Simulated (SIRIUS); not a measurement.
# Energy of Ca along an even scaling of the cell

System: Ca (Im-3m, 1 atom in the cell).
Method: Kohn-Sham DFT of a periodic cell, PBE, dojo-sr-pbe-0.4.1-standard, no spin polarisation (SIRIUS 7.10.0).

The 7 runs differ only in the geometry, by an even scaling of the cell at fixed fractional positions. The structure derives from an entry of the Crystallography Open Database.

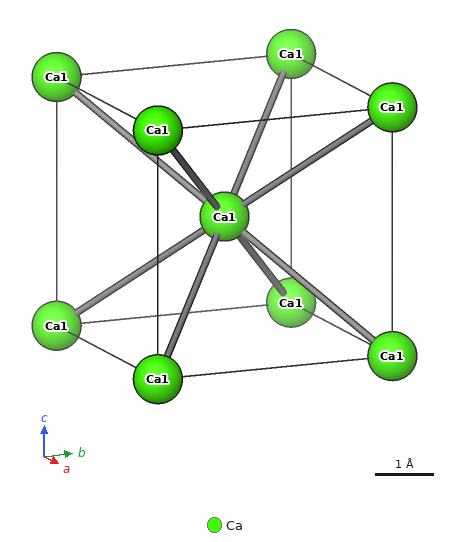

Figure 1. The structure of run 4 (ball-and-stick view of the cell 2 times as large as that of the calculation, set on its symmetry axes, seen slightly off an axis; atoms are numbered from 1 in the order of the input).

## Input of run 4
```
{
  "control": {
    "processing_unit": "cpu",
    "verbosity": 2,
    "num_bands_to_print": 11,
    "print_forces": true,
    "print_stress": true
  },
  "parameters": {
    "electronic_structure_method": "pseudopotential",
    "xc_functionals": ["XC_GGA_X_PBE", "XC_GGA_C_PBE"],
    "gk_cutoff": 8.3,
    "pw_cutoff": 16.6,
    "ngridk": [8, 8, 8],
    "shiftk": [0, 0, 0],
    "smearing": "fermi_dirac",
    "smearing_width": 0.0018374661,
    "num_bands": 11,
    "num_mag_dims": 0,
    "num_dft_iter": 100,
    "energy_tol": 1e-08,
    "density_tol": 1e-06
  },
  "iterative_solver": {
    "type": "davidson",
    "min_tolerance": 1e-10
  },
  "mixer": {
    "type": "anderson",
    "beta": 0.7,
    "max_history": 8
  },
  "settings": {
    "tol_ne": 1e-10
  },
  "unit_cell": {
    "lattice_vectors": [
      [-4.232986519162, 4.232986519162, 4.232986519162],
      [4.232986519162, -4.232986519162, 4.232986519162],
      [4.232986519162, 4.232986519162, -4.232986519162]
    ],
    "atom_coordinate_units": "lattice",
    "atom_types": ["Ca"],
    "atom_files": {
      "Ca": "Ca.json"
    },
    "atoms": {
      "Ca": [
        [0.0, 0.0, 0.0]
      ]
    }
  }
}
```

Command:
```bash
upf_to_json Ca.upf
OMP_NUM_THREADS=1 sirius.scf --input=sirius.json --output=out.json --task=0
```

Lattice vectors (Å) and fractional positions of run 4:
```
  -2.240000    2.240000    2.240000
   2.240000   -2.240000    2.240000
   2.240000    2.240000   -2.240000
Ca  0.000000  0.000000  0.000000
```

Run 2 has the same physical settings and fractional positions; its lattice vectors (Å) are:
```
  -2.209726    2.209726    2.209726
   2.209726   -2.209726    2.209726
   2.209726    2.209726   -2.209726
```

## Results, with one run withheld

```csv
run,volume per atom (Å³),"free energy per atom, from the lowest run given (meV)",pressure (GPa)
1,42.260,0.00,−0.06
2,43.159,?,?
3,44.059,4.24,−0.71
4,44.958,8.93,−0.99
5,45.857,15.17,−1.25
6,46.756,22.82,−1.50
7,47.655,31.78,−1.72
```

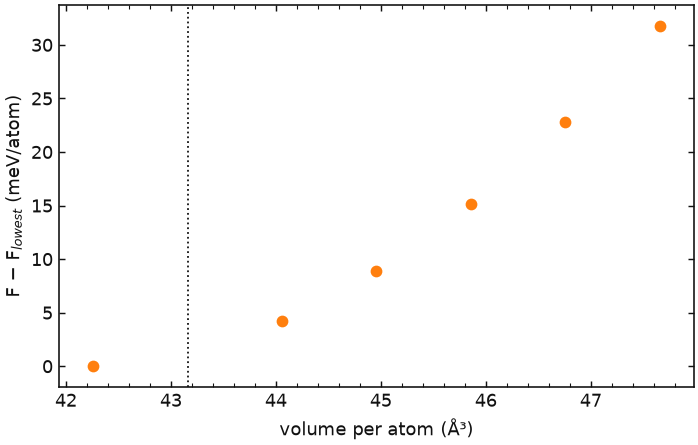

Figure 2. Free energy per atom of the runs given; the dotted line marks run 2.

Estimate the energy of run 2 from the others.

A cubic polynomial in V^(−2/3) (the Birch–Murnaghan form), fitted to the 6 runs given, misses them by under 0.01 meV per atom. With x = V^(−2/3) − 0.07881 Å⁻², it reads F = 10.458 − 5639.5 x + 7.7862e+05 x² − 5.2241e+06 x³ (meV per atom). At run 2 it gives 1.21 meV per atom, and the run itself gives 1.22. The slope of the fit gives a pressure −dF/dV of −0.38 GPa there, and the run prints −0.40 GPa. The fit has no minimum inside this range.

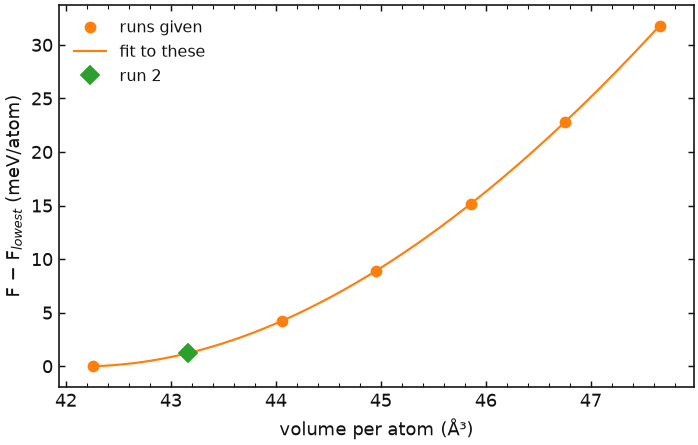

Figure 3. The fit and the withheld run.

## Some lines of the output (run 2)
```
[...]
[find] Efermi                         :       0.17945881
[find] Total energy                   :     -38.71131339 (Ha),     -77.42262677 (Ry)
[find] Free energy (E-TS)             :     -38.71180732 (Ha),     -77.42361464 (Ry)
[find] Efermi                         :       0.17946022
[find] Free energy (E-TS)             :     -38.71180732 (Ha),     -77.42361465 (Ry)
[find] Efermi                         :       0.17945965
[find] Free energy (E-TS)             :     -38.71180733 (Ha),     -77.42361465 (Ry)
[find] Efermi                         :       0.17945971
[find] Total energy                   :     -38.71131338 (Ha),     -77.42262677 (Ry)
[find] Efermi                         :       0.17945910
[find] Efermi                         :       0.17945892
[find] Efermi                         :       0.17945902
[find] Efermi                         :       0.17945889
[find] Efermi                         :       0.17945887
```
